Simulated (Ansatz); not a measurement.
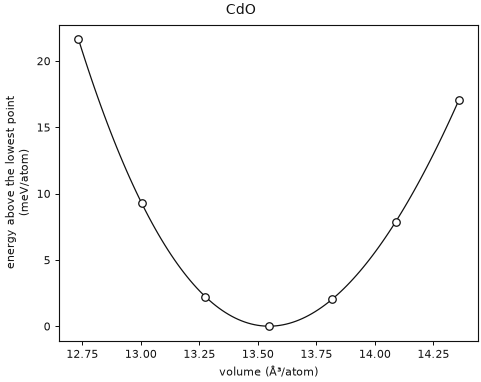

The figure shows the energy above the lowest point against volume for CdO, space group Fm-3m (No. 225) (one of a set of cubic test structures, which need not be the stable phase).

Calculation (Ansatz 0.2.0 development build): equation of state of a cubic crystal from periodic Kohn-Sham density functional theory without spin, third-order Birch-Murnaghan fit to the free energies; pressure corrected for the finite basis. Level: PBE.

structure type rock salt; atoms in cell 2; space group number 225; lattice centring face-centred primitive; k mesh 13×13×13; occupation method Fermi–Dirac; occupation width 0.06123 eV; wave cutoff 700 eV; datasets hard PAW; density tolerance 1e−09 eV; bands 17; density cutoff ratio 4; search for lower states default.

From this curve and the settings, what does the calculation give for the pressure at the same points?

The pressure falls from 9.0 GPa at volume 12.73 Å³/atom to −6.4 GPa at 14.36 Å³/atom, and changes sign near 13.55 Å³/atom.

| volume (Å³/atom) | pressure (GPa) |
| --- | --- |
| 12.73 | 9.0 |
| 13.00 | 5.7 |
| 13.28 | 2.7 |
| 13.55 | 0.0 |
| 13.82 | −2.4 |
| 14.09 | −4.5 |
| 14.36 | −6.4 |

Keep in mind: modest k-mesh, values are not fully converged in k.
